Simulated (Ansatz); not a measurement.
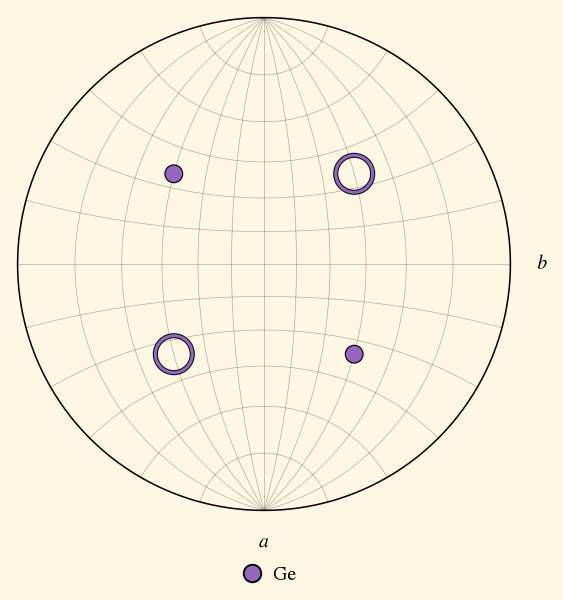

For Ge, coordinates from a relaxation with Ansatz, DFT, m-r2SCAN, plane waves (500 eV) with PAW, scalar-relativistic: directions from one germanium atom at (1/2, 0, 1/2) to its bonded neighbours, in stereographic projection down c (filled: above the plane of the page or in it, open: below). All values are computed from the atomic coordinates in the standard setting (tolerance 0.002 Å).

Neighbours are counted up to 2.75 Å for Ge.

```
Ge
1.0
     5.67203    0.00000    0.00000
     0.00000    5.67203    0.00000
     0.00000    0.00000    5.67203
Ge
8
Direct
  0.50000 0.00000 0.50000
  0.25000 0.25000 0.25000
  0.50000 0.50000 0.00000
  0.25000 0.75000 0.75000
  0.00000 0.00000 0.00000
  0.75000 0.25000 0.75000
  0.00000 0.50000 0.50000
  0.75000 0.75000 0.25000
```

How many neighbours are there, and at what angles?

4: 4 Ge at 2.46 Å. Angles between bonds: 109° (6×).

What is the site's symmetry in the crystal?

Point group -43m (Td), order 24: three −4 axes, four threefold axes, six mirror planes. In Fd-3m, No. 227, origin choice 1 this is Wyckoff position 8a.
